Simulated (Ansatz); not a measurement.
Single-point calculation of LiNbO₃

System: LiNbO₃ (R3c, 10 atoms in the cell).
Method: DFT PBE, scalar-relativistic, plane waves, PAW, no spin polarisation (Ansatz 0.2.0).

The structure derives from an entry of the Crystallography Open Database. It belongs to a series of runs on one base structure; here: mode 1 (-212.2 1/cm) frozen in, largest displacement +0.163 A. Figures and captions count atoms from 1; the log counts them from 0 in places.

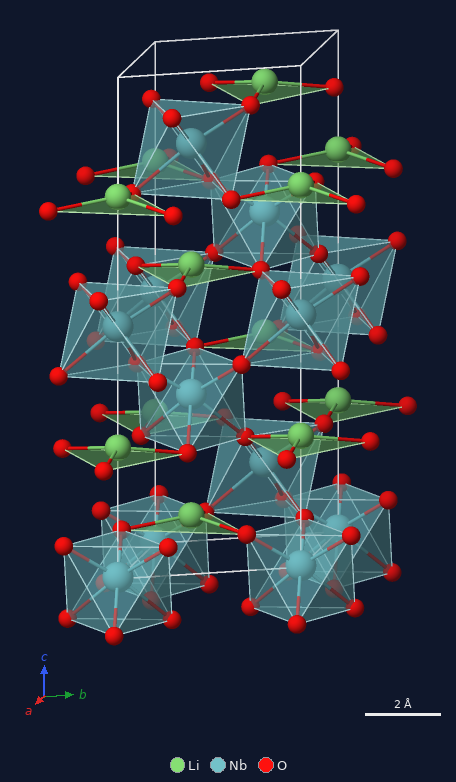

Fig. 1: The structure (polyhedral view of the cell 3 times as large as that of the calculation, set on its symmetry axes, seen slightly off an axis; polyhedra are completed across the faces of the cell).

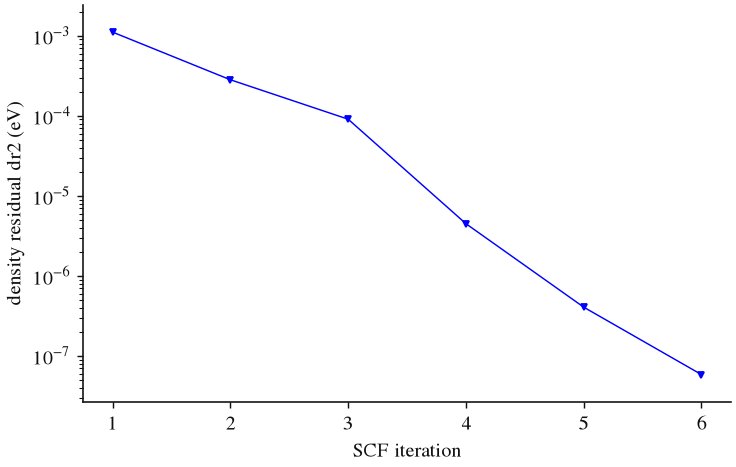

Fig. 2: Convergence of the self-consistent field: density residual dr2 against the SCF iteration. The residual falls at every step.

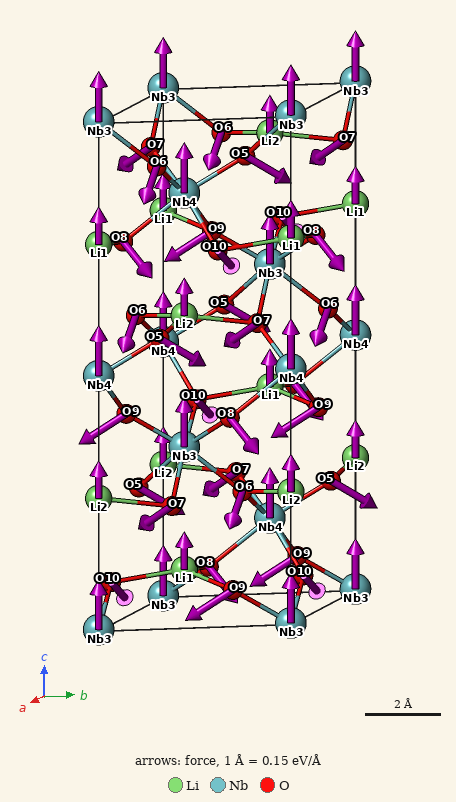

Fig. 3: Forces on the atoms as pink arrows (ball-and-stick view of the cell 3 times as large as that of the calculation, set on its symmetry axes, seen slightly off an axis; atoms are numbered from 1 in the order of the input). The largest act on all 6 O atoms (0.23 eV/Å); Nb3, Nb4 (0.21 eV/Å); Li1, Li2 (0.16 eV/Å). The geometry is not a stationary point of this energy.

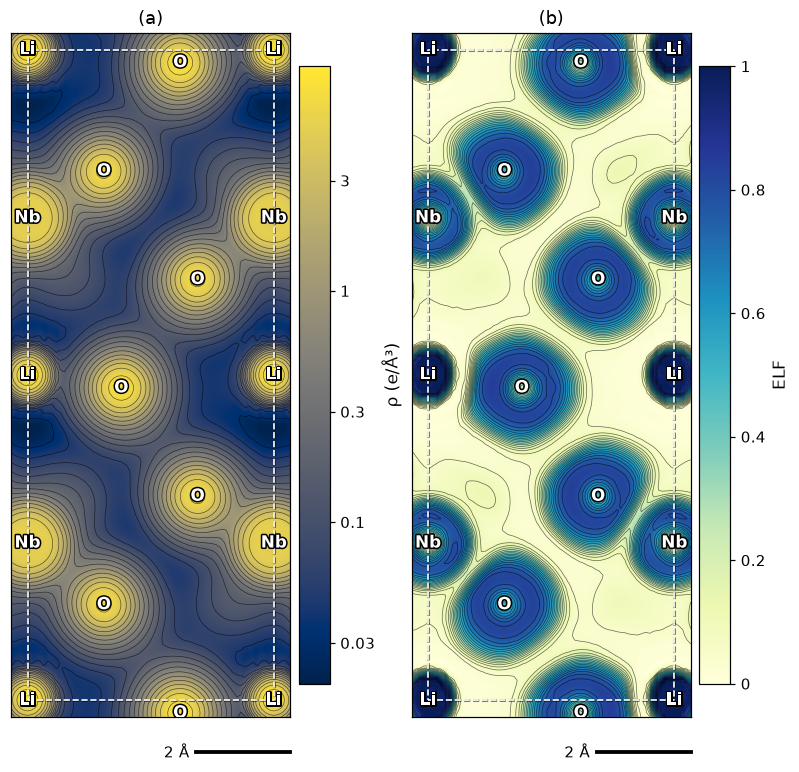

Fig. 4: (a) valence pseudo-density; (b) electron localisation function on the (100) plane of the conventional cell. Atoms in the plane: Li, Nb and O. Nb–O (1.91 Å): ρ at the midpoint is about 1.1 e/Å³; the ELF peaks at about 0.80 in the valence shell of O, 0.5 Å from its nucleus, and drops to about 0.25 between the two atoms. Li–O (2.01 Å): ρ at the midpoint is about 0.32 e/Å³; the ELF is about 0.55 at the midpoint. Nb–O (2.09 Å): ρ is about 0.68 e/Å³ halfway; the ELF peaks at about 0.85 in the valence shell of O, 0.6 Å from its nucleus, and drops to about 0.20 between the two atoms. Away from the nuclei the density in this plane falls to 0.02 e/Å³ at its lowest. The strong features right at Li and Nb lie inside the PAW spheres (semicore, d or f shells) and say nothing about bonding. The fields are those of the smooth PAW valence density.

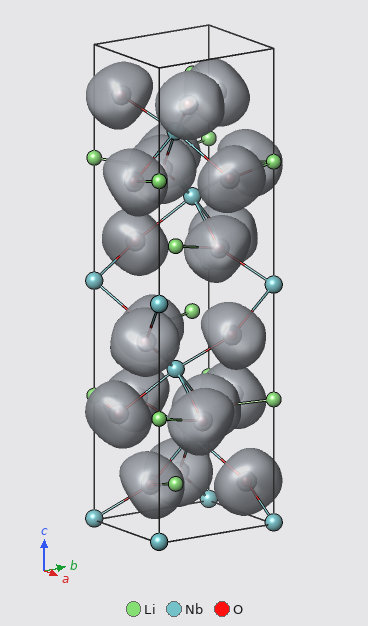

Fig. 5: Isosurface of the electron localisation function at 0.6 (grey), seen slightly off an axis. Core shells and regions of very low density are left out. Sticks mark near contacts. The outline is the cell set on symmetry axes. Along the contacts the grid gives the following. Nb–O (1.91 Å): the ELF peaks at about 0.80 in the valence shell of O, 0.5 Å from its nucleus, and drops to about 0.25 between the two atoms. Li–O (2.01 Å): the ELF is about 0.55 at the midpoint.

These pictures come from the run below.

**Input**
```yaml
crystal:
  lattice:
    - [2.6115578418, 1.507783623, 4.5982666595]
    - [-2.6115578418, 1.507783623, 4.5982666595]
    - [0.0, -3.0155672459, 4.5982666595]
  atoms:
    - { symbol: Li, position: [0.2382201989, 0.2382201989, 0.2382201989] }
    - { symbol: Li, position: [0.7382201989, 0.7382201989, 0.7382201989] }
    - { symbol: Nb, position: [-0.0033708006, -0.0033708006, -0.0033708006] }
    - { symbol: Nb, position: [0.4966291994, 0.4966291994, 0.4966291994] }
    - { symbol: O, position: [0.1385409901, 0.3777897537, 0.7583533405] }
    - { symbol: O, position: [0.7583533405, 0.1385409901, 0.3777897537] }
    - { symbol: O, position: [0.3777897537, 0.7583533405, 0.1385409901] }
    - { symbol: O, position: [0.8777897537, 0.6385409901, 0.2583533405] }
    - { symbol: O, position: [0.2583533405, 0.8777897537, 0.6385409901] }
    - { symbol: O, position: [0.6385409901, 0.2583533405, 0.8777897537] }
basis:
  ecutwfc: 420
kpoints:
  mp_grid: { grid: [6, 6, 6] }
hamiltonian:
  xc: pbe
scf:
  occupations: { method: gaussian, width: 0.05 }
output:
  forces: true
  stress: true
  eigenvalues: true
  write_density: true
  write_potential: true
  elf: true
  volumetric_format: npy
```

Run as:
```bash
ansatz run input.yaml --threads 2 --pin off --max-ram 5120MiB --backend cpu --events-out ev --progress --plain --runs-dir out
```

**The program's output**
```
Engine: ansatz 0.2.0, x86_64-unknown-linux-gnu
Pseudopotentials: kind: paw
Pseudopotential: Li, paw, valence charge 3, recommended cutoff 420 eV (normal), Li.paw.azcp
Pseudopotential: Nb, paw, valence charge 13, recommended cutoff 420 eV (normal), Nb.paw.azcp
Pseudopotential: O, paw, valence charge 6, recommended cutoff 420 eV (normal), O.paw.azcp
Functional definition: PBE
  parameter kappa = 0.804
  parameter beta = 0.06672455060314922
  exchange = pbe_x(kappa = kappa, mu = beta*pi^2/3)
  correlation = pbe_c(beta = beta)
Crystal: 10 atoms, lattice volume = 108.639 Å³
Basis set: ecut = 420 eV, 2133 PW (Γ), exchange–correlation on 80×80×80 points (8 copies of the dense FFT grid, shifted against one another)
Bands: 44, of which v1, the nominal top of the filled ones, is band 34 counted from 1 (33 counted from 0)
Symmetry: 6 space group operations
Space group: R3c (ITA 161), of the structure as read, at distance tolerance 4.8e-5 Å
k-points: 32 of 216 (time reversal used)
Non-local potential: Li, projectors of the file, l = 0: 3, l = 1: 2, l = 2: 1
Non-local potential: Nb, projectors of the file, l = 0: 3, l = 1: 2, l = 2: 2, l = 3: 1
Non-local potential: O, projectors of the file, l = 0: 2, l = 1: 2, l = 2: 1
PAW form: soft (Blöchl's): semilocal exchange-correlation on the pseudo side does not see the compensation charge
PAW one-centre angular grid: Li, 110 points (default); XC on 64 Gauss nodes
PAW one-centre angular grid: Nb, 590 points (default); XC on 64 Gauss nodes
PAW one-centre angular grid: O, 110 points (default); XC on 64 Gauss nodes
Initial density: superposition of atomic densities (neutral atoms: chi_scale 0, normalization atom), corrected by the library's trained network
Initial wavefunctions: pseudopotential atomic-orbital guess
Functional: x = pbe(κ = 0.804, μ = 0.2195149727645171), c = pbe(β = 0.06672455060314922)
SCF iter   1: F=—  HF=-12929.300331 eV  |F-HF|=—  |Δ(HF+E_count)|=         —  Δρ=1.53e-3  dr2=1.11e-3  ethr=1.77e-3  ⟨swp⟩=6.2  Hψ=5771  notcnv=0  defer=2
preconditioner: auto → Resta (q_TF=auto, 2.523 Å⁻¹)  ε∞=5.6  [insulator: Δε(μ)=3.019 eV  Ē_g=11.548 eV  σ=0.050 eV  W_gap=1.00  n_scr=26 (ndim 8)  ℏωp=24.7 eV  f_vac=0.012  D(μ)=0.00/eV (n_scr^D=0)  ε∞_Penn≈5.6]
SCF iter   2: F=—  HF=-12929.301544 eV  |F-HF|=—  |Δ(HF+E_count)|=   1.21e-3  Δρ=8.23e-4  dr2=2.82e-4  ethr=1.64e-6  ⟨swp⟩=2.0  Hψ=2465  notcnv=0  defer=19
SCF iter   3: F=—  HF=-12929.301990 eV  |F-HF|=—  |Δ(HF+E_count)|=   4.46e-4  Δρ=4.09e-4  dr2=9.07e-5  ethr=4.14e-7  ⟨swp⟩=2.1  Hψ=1888  notcnv=0  defer=19
SCF iter   4: F=—  HF=-12929.302140 eV  |F-HF|=—  |Δ(HF+E_count)|=   1.49e-4  Δρ=6.28e-5  dr2=4.49e-6  ethr=1.33e-7  ⟨swp⟩=2.0  Hψ=2032  notcnv=0  defer=19
SCF iter   5: F=—  HF=-12929.302143 eV  |F-HF|=—  |Δ(HF+E_count)|=   3.36e-6  Δρ=2.02e-5  dr2=4.07e-7  ethr=6.60e-9  ⟨swp⟩=2.2  Hψ=2039  notcnv=0  defer=19
SCF iter   6: F=-12929.302143 eV  HF=-12929.302143 eV  |F-HF|=3.84e-9  |Δ(HF+E_count)|=   4.43e-7  Δρ=7.15e-6  dr2=5.85e-8  ethr=1.47e-10  ⟨swp⟩=12.7  Hψ=8844  notcnv=0
SCF 1 converged in 6 iterations: F = -12929.302143 eV  dr2 = 5.85e-8
  greatest PAW one-centre occupation: 1.000 electrons in one spin orbital (limit 2), on the Li atom at site 1 (counted from 0), in its partial waves of l = 0
SCF converged after 6 iterations
Free energy (F): -12929.302143 eV
Harris-Foulkes:  -12929.302143 eV  (|F-HF|=3.84e-9)
Internal energy: -12929.302143 eV  (E = F + TS)
E sigma→0 (E₀):  -12929.302143 eV
Fermi energy:    8.593829 eV
--- Per-component energies (eV) ---
  E_band       = -539.209017
  E_kinetic    = 1884.553387
  E_local      = -4349.222945  (includes V_loc(G=0)·N_el)
  E_nonlocal   = 449.257297
  E_hartree    = 1473.780638
  E_xc         = -817.452585
  E_vxc        = -1020.971781  (∫ρ·V_xc dr)
  E_paw        = -7133.705481  (= ΣΔE_a)
  E_vpaw       = -450.403933  (= ΣTr[D̂ρ^β])
  E_aug_tail   = 0.014685  (compensation charges beyond the density's cutoff)
  E_ewald      = -4436.527140
  E_smearing   = -0.000000  (= −TS)
  E_closure    = 0.000000  (closes the sum)
  Σ components = -12929.302143   (vs F -12929.302143, Δ=0.00e0)
--- Forces (eV/Å), atoms counted from 1 ---
  atom   1  Li     0.00000000    -0.00000000    -0.15623118
  atom   2  Li    -0.00000000    -0.00000000    -0.15623118
  atom   3  Nb    -0.00000000    -0.00000000    -0.20782471
  atom   4  Nb     0.00000000    -0.00000000    -0.20782471
  atom   5  O     -0.10757653    -0.16136767     0.12134075
  atom   6  O      0.19353676    -0.01248017     0.12134075
  atom   7  O     -0.08596024     0.17384784     0.12134075
  atom   8  O      0.10757653    -0.16136767     0.12134075
  atom   9  O      0.08596024     0.17384784     0.12134075
  atom  10  O     -0.19353676    -0.01248017     0.12134075
  max |Σ_I F_I| component: 6.73e-5 eV/Å
--- Stress (GPa, compression-positive) ---
        1.493527       0.000000       0.000000
        0.000000       1.493527       0.000000
        0.000000       0.000000       2.254174
  P = ⅓ Tr σ = 1.7471 GPa (17.471 kbar)
--- Band table (eV; the first three rows and the last of 32) ---
  k-point 0: bands = ["-47.1934", "-47.1797", "-35.7824", "-35.7805", "-23.4712", "-23.4712", "-23.4240", "-23.3133", "-23.3133", "-23.2453", "-9.8569", "-9.3053", "-9.3053", "-8.1986", "-8.1570", "-8.1570", "2.4380", "2.4380", "2.7294", "2.8322", "2.8322", "3.7851", "4.9565", "4.9565", "5.3885", "5.8134", "6.3629", "6.3629", "6.3746", "6.6686", "6.6686", "6.8037", "7.0225", "7.0225", "10.1089", "10.1089", "10.3886", "12.0113", "12.0113", "12.6590", "14.1277", "14.5761", "14.5761", "17.6233"]
  k-point 1: bands = ["-47.1925", "-47.1806", "-35.7823", "-35.7807", "-23.4619", "-23.4611", "-23.4122", "-23.3250", "-23.3244", "-23.2575", "-9.7531", "-9.2408", "-9.2372", "-8.3050", "-8.2515", "-8.2449", "2.5355", "2.5986", "2.9226", "2.9889", "2.9916", "3.8140", "4.7411", "4.8652", "5.0863", "5.6888", "6.0853", "6.1695", "6.3122", "6.6252", "6.7255", "6.8113", "6.9610", "7.0079", "10.2847", "10.2983", "10.5732", "12.0791", "12.1199", "12.4742", "14.4681", "14.5333", "14.6565", "17.4051"]
  k-point 2: bands = ["-47.1899", "-47.1831", "-35.7819", "-35.7810", "-23.4354", "-23.4332", "-23.3799", "-23.3563", "-23.3542", "-23.2906", "-9.4655", "-9.0657", "-9.0478", "-8.6087", "-8.4776", "-8.4708", "2.8679", "2.9620", "3.2880", "3.4940", "3.5146", "3.9151", "4.1990", "4.4869", "4.5528", "5.2769", "5.3168", "5.6436", "6.3944", "6.6671", "6.7167", "6.7578", "6.9443", "6.9918", "10.6802", "10.7740", "11.1004", "11.8705", "12.0431", "12.1240", "14.7732", "15.0685", "15.2808", "16.8346"]
  k-point 31: bands = ["-47.1865", "-47.1865", "-35.7815", "-35.7815", "-23.3937", "-23.3937", "-23.3937", "-23.3937", "-23.3378", "-23.3378", "-9.0796", "-9.0796", "-8.7645", "-8.7645", "-8.7645", "-8.7645", "3.5602", "3.5602", "3.5602", "3.5602", "3.9584", "3.9584", "4.3014", "4.3014", "4.3014", "4.3014", "4.7639", "4.7639", "6.5205", "6.5205", "6.7881", "6.7881", "6.7881", "6.7881", "11.4453", "11.4453", "11.7218", "11.7218", "11.7218", "11.7218", "15.7320", "15.7320", "15.7320", "15.7320"]
```

**Summary**

| quantity | value |
| --- | --- |
| outcome | converged |
| space group (tolerance 0.01 Å) | R3c (161) |
| electrons treated | 68 |
| free energy | −12929.3021 eV |
| Fermi energy | 8.594 eV |
| gap on the k-point mesh | 3.03 eV |
| pressure | 1.75 GPa |
| largest force (length of the vector) | 0.229 eV/Å |
| hardware | 2 threads of AMD EPYC (Zen 3), 32 GiB of memory available, shared host |
| wall time | 10 s (CPU time 20 s) |
| peak memory | 0.48 GiB |
